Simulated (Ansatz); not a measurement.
# Calculations on NaH

## 1. A change

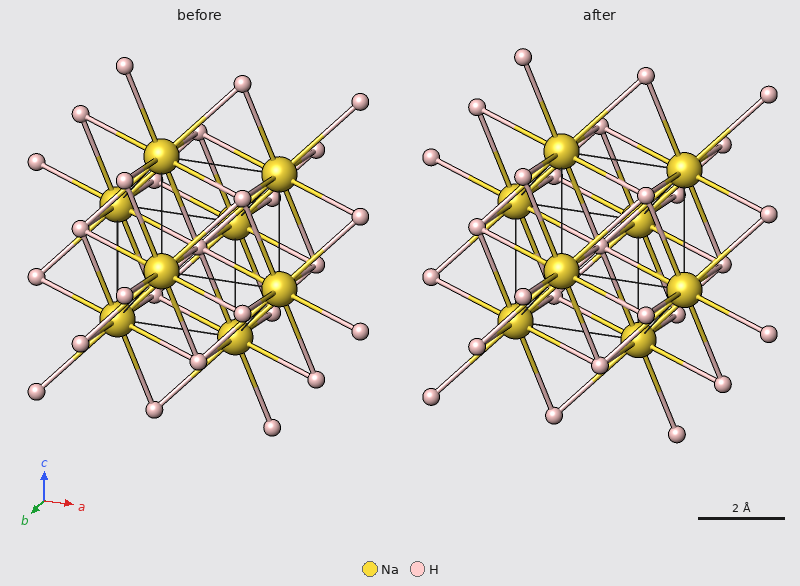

Left: a symmetric starting cell of NaH. Right: the same structure after one change, at the same scale. Style: ball-and-stick. Shown: the cell of the calculation, from a free direction.

Computed with DFT PBE, scalar-relativistic, plane waves, PAW (Ansatz 0.2.0). (plane-wave cutoff 420 eV; k-point mesh 10 × 10 × 10; occupations gaussian; smearing width 0.02 eV; no spin polarisation)

Which change leads from the left to the right?

All lengths are scaled by +4.3 % (volume +13.4 %), the atoms keeping their fractional coordinates. No relaxation follows. The starting cell wasn't computed here and needn't be at equilibrium, so pressure and forces aren't due to the change alone.

And its effect?

The pressure is −2.2 GPa (not all of it need come from the change, since the unchanged cell can be under pressure at this level too). All forces vanish by symmetry. Near-neighbour distances before and after: H–Na 2.559 → 2.669 Å. The space group stays Pm-3m (No. 221).

## 2. A change

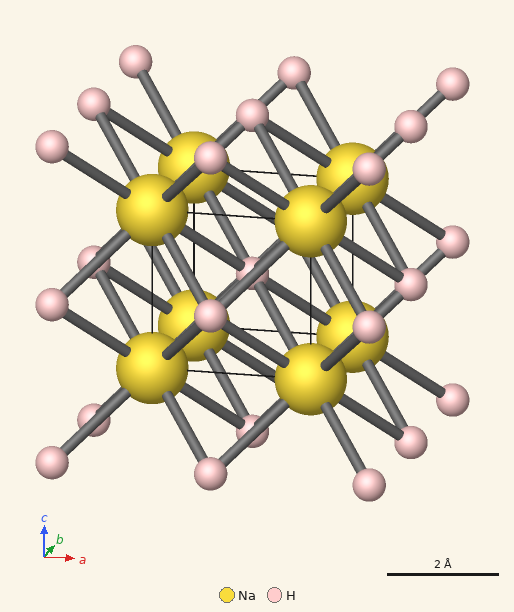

This is a symmetric starting cell of NaH. The picture is a ball-and-stick view of the cell of the calculation, seen slightly off an axis.

Theory: Ansatz, DFT PBE, scalar-relativistic, plane waves, PAW. (plane-wave cutoff 420 eV; k-point mesh 10 × 10 × 10; occupations gaussian; smearing width 0.02 eV; no spin polarisation)

Now this is done to it. All lengths are scaled by +4.6 % (volume +14.3 %), the atoms keeping their fractional coordinates. No relaxation follows. The starting cell wasn't computed here and needn't be at equilibrium, so pressure and forces aren't due to the change alone.

What does the calculation give for the changed structure?

The pressure is −2.4 GPa (not all of it need come from the change, since the unchanged cell can be under pressure at this level too). All forces vanish by symmetry. Some distances before and after: H–Na 2.559 → 2.676 Å. The space group stays Pm-3m (No. 221).

Drawn alike, the variant:

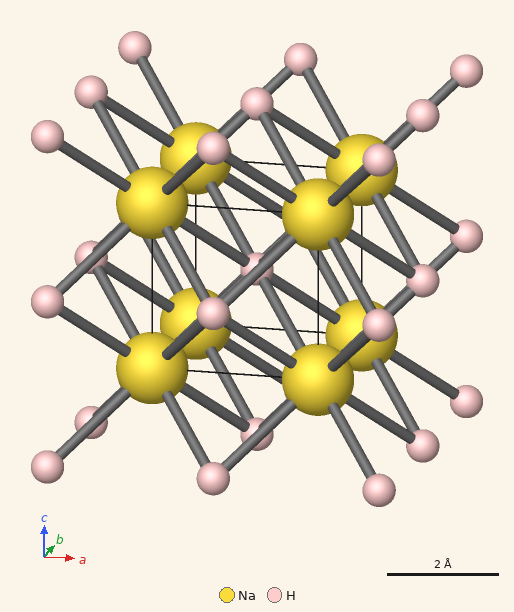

## 3. Distortion

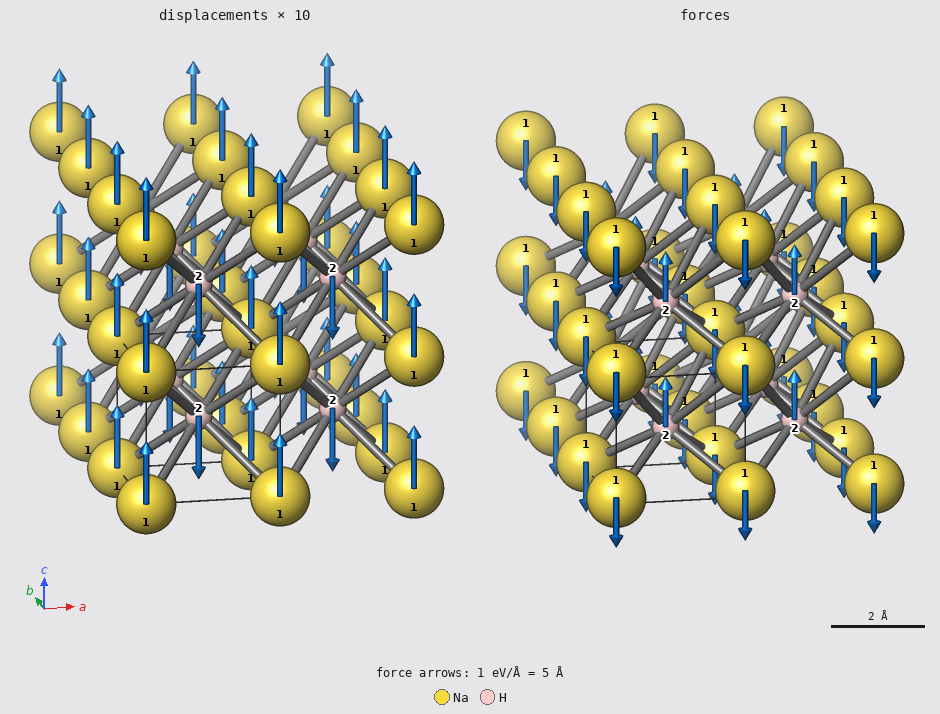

Left: a symmetric starting cell of NaH, with blue arrows for the displacements applied to it (without the part that the change of the cell carries along). Right: the displaced structure with the computed forces. Besides, the cell is strained by −1.0 % along [1 −2 0], −4.4 % along [2 1 0], −5.1 % along c (volume −10.2 %). Style: ball-and-stick. Shown: the cell of the calculation, repeated 2 × 3 × 2 with one cell outlined, slightly off an axis.

All numbers below come from Ansatz 0.2.0, DFT PBE, scalar-relativistic, plane waves, PAW. Settings: plane-wave cutoff 420 eV; k-point mesh 10 × 10 × 10; occupations gaussian; smearing width 0.02 eV; no spin polarisation.

Question: Where do the forces point?

Answer: Atoms are displaced by 0.14 Å relative to the cell: H2 0.14 Å along −c, Na1 0.14 Å along +c. No relaxation follows. The starting cell wasn't computed here and needn't be at equilibrium, so pressure and forces aren't due to the change alone. Near-neighbour distances before and after: H–Na 2.559 → 2.298 to 2.661 Å. The space group (tolerance 0.01 Å) goes from Pm-3m (No. 221) to P2 (No. 3). The pressure is 4.4 GPa (not all of it need come from the change, since the unchanged cell can be under pressure at this level too). The principal stresses (compression positive) are 6.4 GPa along c, 5.0 GPa along a, 1.8 GPa along b. The largest forces, 0.23 eV/Å, act on Na1 and H2; on Na1 it points along −c. The forces point straight back along the displacements (cosine −1.00).
